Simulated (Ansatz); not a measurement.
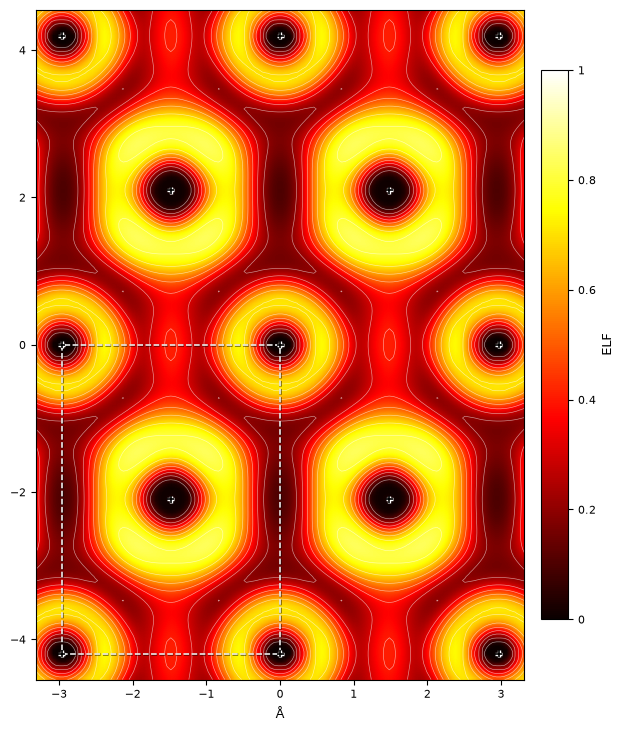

The ELF on a plane through atoms (crosses mark nuclei in the plane).

Computed with Kohn-Sham DFT of a periodic cell, PBE, Ansatz PAW (Ansatz).

Candidates:
A. Si, a = 2.52 Å, b = 2.52 Å, c = 2.52 Å, α = 90.00°, β = 90.00°, γ = 90.00°. Space group Pm-3m; a generated structure, not necessarily the stable one; computed pressure about 2 GPa in this cell.
B. ZnO, a = 2.85 Å, b = 7.01 Å, c = 2.82 Å, α = 90.00°, β = 90.00°, γ = 90.00°. Space group Cmmm; a generated structure, not necessarily the stable one; computed pressure about 2 GPa in this cell.
C. WS, a = 2.97 Å, b = 2.97 Å, c = 2.97 Å, α = 90.00°, β = 90.00°, γ = 90.00°. Space group Pm-3m; a generated structure, not necessarily the stable one; computed pressure about 11 GPa in this cell.

### Which system is this?

Candidate C: WS on the (11̄0) plane of the conventional cell, which holds W and S. W–S (2.57 Å): the ELF peaks at about 0.85 in the valence shell of S, 0.8 Å from its nucleus, and is about 0.35 at the midpoint. W–W (2.97 Å): the ELF is about 0.40 at the midpoint.
